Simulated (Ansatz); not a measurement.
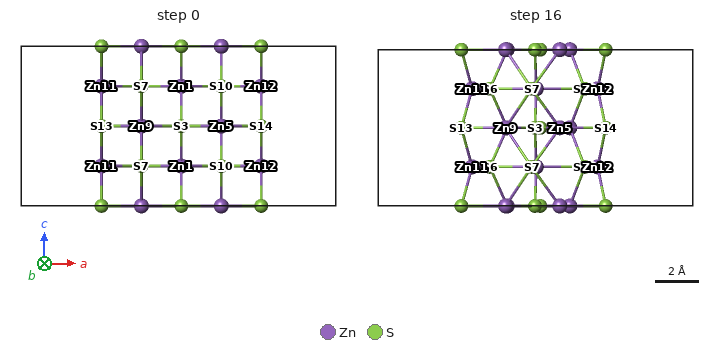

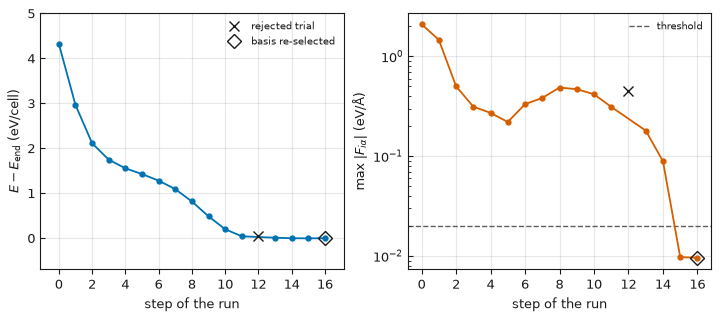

First and last geometry of a relaxation of a wire of composition ZnS, with the history of the run. The picture is a ball-and-stick view of the 2 repeat of the cell, with the vacuum cut short, seen along the b axis.

Case: wire along [1 1 0], 14 atoms a period.

All numbers below come from Ansatz, DFT PBEsol, scalar-relativistic, plane waves, PAW. Settings: plane-wave cutoff 420 eV; k-point mesh 1 × 1 × 9; occupations gaussian; smearing width 0.05 eV; collinear spin; cell relaxed at fixed a, b, alpha, beta, gamma; force threshold 0.02 eV/Å; at most 45 steps.

Q: Read the history and describe the run.

A: It converged. The energy falls by 4.328 eV per cell of the calculation in 14 accepted moves (16 points after the start). Largest force component: 2.1 eV/Å at the start, 0.0096 eV/Å at the end. The line search rejected the trial step at point 12 of the run. At 1 point the geometry stayed and the basis and grid were re-selected for the new cell (energy shift of 2.1 meV per cell of the calculation at most each time). The atom that moves furthest relative to the centre of the atoms is an S atom (1.62 Å). By element the largest moves are S 1.62 Å, Zn 1.27 Å. Along the periodic axis the drawn cell goes c 7.574 → 7.411 Å (−2.1 %). Near-neighbour distances that change, for instance: S–Zn 4.441 → 2.462 Å, S–Zn 2.319 → 2.159 Å, S–Zn 2.319 → 2.462 Å, S–Zn 2.319 → 2.424 Å. New bonds form, among them: S–Zn (4.44 → 2.46 Å). Among the angles between lasting bonds that change: Zn–S–Zn 109.5° → 65.0°, S–Zn–S 109.5° → 136.9°, Zn–S–Zn 109.5° → 82.5°. The program noted that the starting moments weren't kept. The run took 12 min on 4 threads of Intel(R) Xeon(R) Platinum 8259CL CPU @ 2.50GHz (Skylake/Cascade Lake), on a shared host, peak memory 2.5 GiB.

```
step  E − E(0), meV/atom  largest force component, eV/Å                      note
   0                0.00                         2.1037                          
   1              -97.19                         1.4678                          
   2             -158.15                         0.5028                          
   3             -184.31                         0.3137                          
   4             -198.00                         0.2719                          
   5             -207.21                         0.2203                          
   6             -217.56                         0.3323                          
   7             -231.11                         0.3839                          
   8             -250.75                         0.4877                          
   9             -274.33                         0.4699                          
  10             -294.87                         0.4180                          
  11             -306.07                         0.3122                          
  12             -305.26                         0.4538                  rejected
  13             -308.35                         0.1806                          
  14             -309.15                         0.0890                          
  15             -309.30                         0.0097                          
  16             -309.15                         0.0096  same geometry, new basis
```
